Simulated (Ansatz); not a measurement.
System: Cd$_{2}$Se$_{5}$.

Input

```
crystal:
  lattice:
    - [5.113421821, -3.8720830031, 0.0130081897]
    - [5.113421821, 3.8720830031, 0.0130081897]
    - [-3.6717433102, 0.0, 5.0557986148]
  atoms:
    - { symbol: Cd, position: [0.2275075633, 0.743513206, 0.4369102899] }
    - { symbol: Cd, position: [0.743513206, 0.2275075633, 0.4369102899] }
    - { symbol: Se, position: [0.181971975, 0.181971975, 0.8318524066] }
    - { symbol: Se, position: [0.6938366662, 0.6938366662, 0.4982162427] }
    - { symbol: Se, position: [0.3384467355, 0.3384467355, 0.5368456211] }
    - { symbol: Se, position: [0.7386990466, 0.7386990466, 0.1583545837] }
    - { symbol: Se, position: [0.0766836283, 0.0766836283, 0.1033039406] }
basis:
  ecutwfc: 420
kpoints:
  mp_grid: { grid: [6, 6, 8] }
hamiltonian:
  xc: pbe
scf:
  occupations: { method: gaussian, width: 0.02 }
output:
  forces: true
  stress: true
  eigenvalues: true
  write_density: true
  write_potential: true
  elf: true
  volumetric_format: npy
relax:
  adjacent_minimum: "off"
  f_tol: 0.01
  max_steps: 30
  cell: { stress_tol: 0.1, fix: [volume] }
```

Run with:

```sh
ansatz run input.yaml --threads 1 --pin off --max-ram 2560MiB --backend cpu --events-out ev --progress --plain --runs-dir out
```

Below, planes, directions and counts refer to the conventional cell (a = 10.12 Å, b = 7.71 Å, c = 6.30 Å, α = 90.00°, β = 125.27°, γ = 90.00°).

The fields are those of the run's last geometry, not of the input's.

Space group Cm; a generated structure, not necessarily the stable one; changed on purpose from its base cell (volume × 1.06, shape and atoms relaxed).

Level of theory: Ansatz, DFT PBE, scalar-relativistic, plane waves, PAW.

### What will maps of the valence pseudo-density and electron localisation function show?

Cd–Se (2.76 Å): the density is about 0.32 e/Å³ at the midpoint; the ELF is about 0.40 at the midpoint and 0.15 at its lowest between the atoms.

### Does the calculation give a band gap?

It is gapped, with a Kohn–Sham gap of 0.49 eV on the k-point mesh (the band edges may lie off the mesh, which would make the gap smaller).

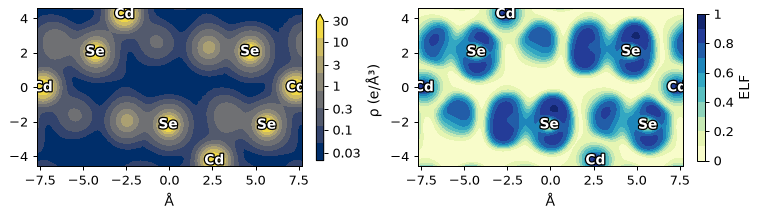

Computed valence pseudo-density and electron localisation function on the (111) plane of the conventional cell, in this order. Atoms just off the plane (Se, 0.6 Å away) can leave unmarked features too.
